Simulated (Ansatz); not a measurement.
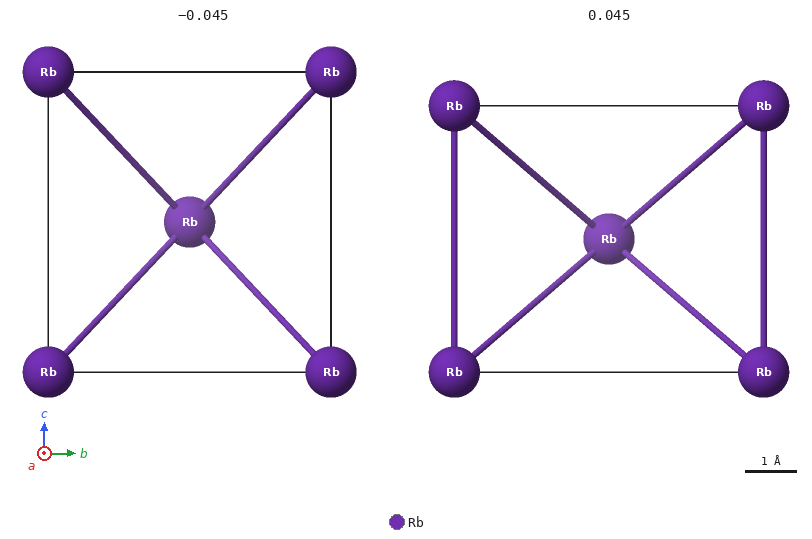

A crystal of Rb (set up in I4/mmm), under biaxial strain in the a–b plane (c relaxed, atoms fixed by symmetry), with energies (extrapolated to zero smearing) counted from the relaxed crystal, which is the row at zero. The picture shows the first and the last member. Style: ball-and-stick. Shown: the cell of the calculation, along the a axis.

Computed with Ansatz 0.2.0: DFT r2SCAN, scalar-relativistic, plane waves, PAW. (plane-wave cutoff 500 eV; k-point mesh 8 × 8 × 8; occupations gaussian; smearing width 0.1 eV; no spin polarisation; force threshold 0.008 eV/Å)

```json
{"strain": "−0.045", "energy (meV/atom)": "−1.00", "a (Å)": "5.643", "c (Å)": "5.990"}
{"strain": "−0.03", "energy (meV/atom)": "−0.21", "a (Å)": "5.732", "c (Å)": "5.764"}
{"strain": "−0.015", "energy (meV/atom)": "−0.32", "a (Å)": "5.820", "c (Å)": "5.599"}
{"strain": "0.0", "energy (meV/atom)": "0.00", "a (Å)": "5.909", "c (Å)": "5.462"}
{"strain": "0.015", "energy (meV/atom)": "1.29", "a (Å)": "5.998", "c (Å)": "5.413"}
{"strain": "0.03", "energy (meV/atom)": "?", "a (Å)": "?", "c (Å)": "?"}
{"strain": "0.045", "energy (meV/atom)": "7.17", "a (Å)": "6.175", "c (Å)": "5.314"}
```

Estimate the missing row from the others, and compare with the calculation.

Answer. A parabola through three neighbouring rows (0.0, 0.015, 0.045) gives, with Lagrange weights, (−0.3333)(0.00) + (1.0000)(1.29) + (0.3333)(7.17) = 3.68 meV/atom. The calculation gives 3.77 meV/atom (a = 6.086 Å, c = 5.363 Å). The estimate is 0.09 meV/atom too low. Some rows lie up to 1.00 meV/atom below the unstrained cell, which smearing and mesh noise or a second, shallow minimum can cause. From the first member to the last: Rb–Rb 5.990 → 5.314 Å, Rb–Rb 4.989 → 5.111 Å.

The whole series:

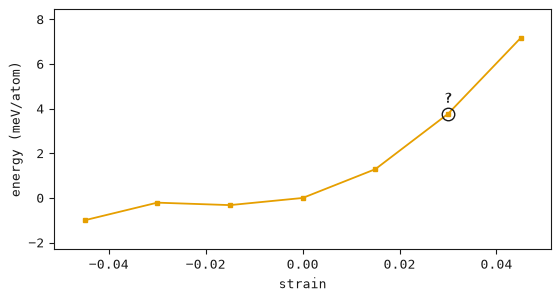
